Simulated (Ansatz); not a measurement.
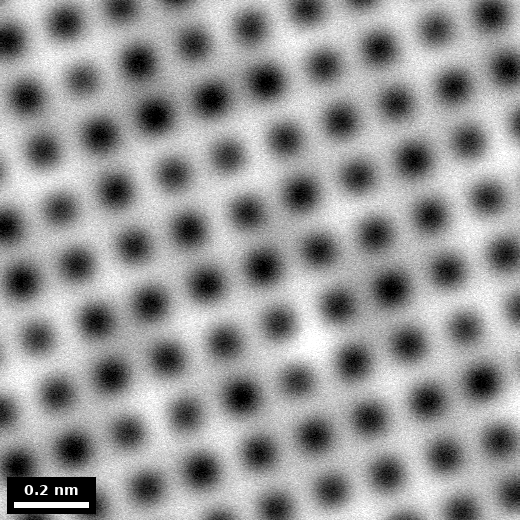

HRTEM-like image of Be (Fm-3m, No. 225) along [001]. Simulated in the weak-phase-object approximation with neutral-atom potentials: 300 kV, Cs = 40 µm, defocus −106 Å (negative is underfocus), defocus spread 15 Å, aperture 1.15 1/Å. Shot noise, a slight drift and the speckle of an amorphous layer were added. Structure used: the end point of a relaxation with DFT r2SCAN, scalar-relativistic, plane waves, PAW in Ansatz 0.2.0; the starting structure was generated, so it need not be a known form of this composition.

Question: What point resolution do these settings give, and which lattice spacings pass?

Answer: About 0.9 Å (0.66 |Cs|^(1/4) λ^(3/4) with λ = 0.0197 Å). The spacings that carry visible contrast are {200} at 1.58 Å, {220} at 1.12 Å.

Question: Do the atom columns appear dark or bright, and why?

Answer: Dark. With positive Cs and underfocus sin χ is negative over the pass band, so the strongest columns (Be) come out darker than the background.
